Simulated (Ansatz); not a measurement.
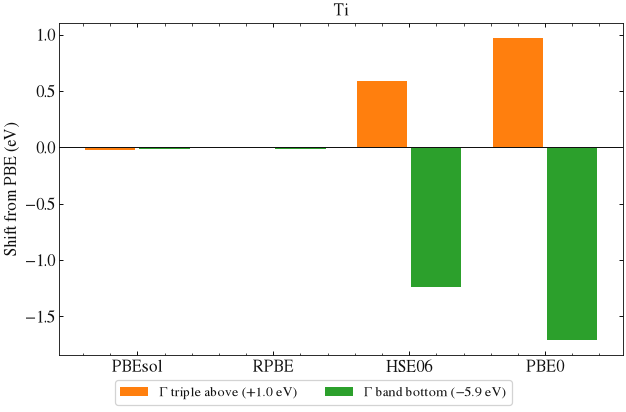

Levels near the Fermi level of bcc Ti, space group Im-3m (No. 229), 1 atom in the primitive cell (cubic a = 3.282 Å), a metal, by five methods on one cell, as shifts from PBE. Each level is counted from the Fermi level of its run and named by k point, degeneracy (spin aside) and side; the legend gives its PBE energy; the band bottom is the lowest valence level above the core-like shells.

Q: Which method departs most from PBE, and how?

A: PBE0: it moves Γ triple above by +0.97 eV and Γ band bottom by −1.71 eV. Exact exchange pushes filled levels down from the Fermi level and so widens the occupied bands.

Q: How does the occupied bandwidth compare?

A: The Fermi level lies 5.89 eV (PBE), 5.91 eV (PBEsol), 5.90 eV (RPBE), 7.13 eV (HSE06) and 7.60 eV (PBE0) above the band bottom.

| method | Γ triple above (eV) | Γ band bottom (eV) |
| --- | --- | --- |
| PBE | 1.00 | −5.89 |
| PBEsol | 0.97 | −5.91 |
| RPBE | 0.99 | −5.90 |
| HSE06 | 1.58 | −7.13 |
| PBE0 | 1.97 | −7.60 |

Settings. PBE: Ansatz PAW, 11×11×11 k mesh, 420 eV cutoff, Gaussian smearing of 0.017 eV (Ansatz 0.2.0). PBEsol: Ansatz PAW, 11×11×11 k mesh, 420 eV cutoff, tetrahedron occupations (Ansatz 0.2.0). RPBE: Ansatz PAW, 11×11×11 k mesh, 420 eV cutoff, Fermi-Dirac smearing of 0.05 eV (Ansatz). HSE06: HSE06 with D3(BJ) dispersion, Ansatz PAW, 8×8×8 k mesh, 420 eV cutoff, Fermi-Dirac smearing of 0.05 eV (Ansatz 0.2.0). PBE0: Ansatz PAW, 8×8×8 k mesh, 420 eV cutoff, Fermi-Dirac smearing of 0.05 eV (Ansatz 0.2.0). No run carries moments or holds spin-orbit coupling.

This isn't the form of Ti at room conditions, which is hcp. PBEsol, RPBE, HSE06 and PBE0: the PAW data sets were made with another functional. PBE, RPBE and HSE06: with so many states at the Fermi level a magnetic or distorted state may lie lower. HSE06 and PBE0: the k mesh is thin for exact exchange. PBE0: unscreened exact exchange wrongly thins out the states at the Fermi level of a metal. The meshes or smearings differ, which moves the Fermi levels by some hundredths of an eV or more.
